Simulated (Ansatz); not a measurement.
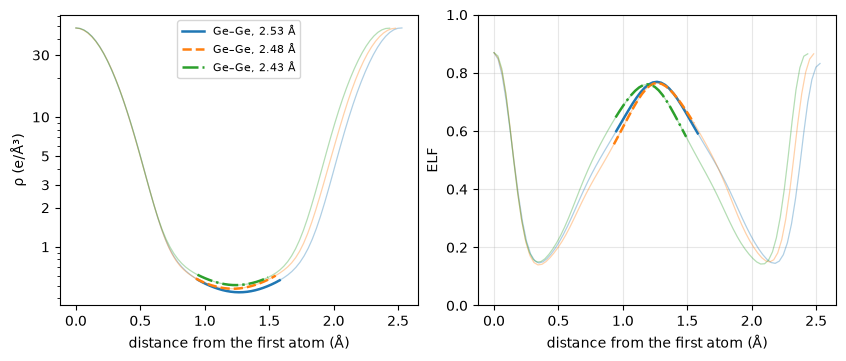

Figure 1: Ge. Valence pseudo-density and ELF along straight lines between neighbouring atoms. Thin, pale parts lie inside the atomic spheres.

Space group P1; a point of a scan over the structure, not its minimum; not relaxed (largest force 0.9 eV/Å); PAW files of the earlier set (soft_1).

Method: DFT PBEsol, scalar-relativistic, plane waves, PAW (Ansatz 0.2.0).

In a PAW calculation such maps are meaningful between the atoms, not at the nuclei.

Compare the contacts.

Ge–Ge (2.53 Å): ρ is about 0.45 e/Å³ halfway; the ELF peaks at about 0.75 between the atoms.
Ge–Ge (2.48 Å): ρ is about 0.48 e/Å³ halfway; the ELF peaks at about 0.75 between the atoms.
Ge–Ge (2.43 Å): ρ at the midpoint is about 0.51 e/Å³; the ELF peaks at about 0.75 between the atoms.
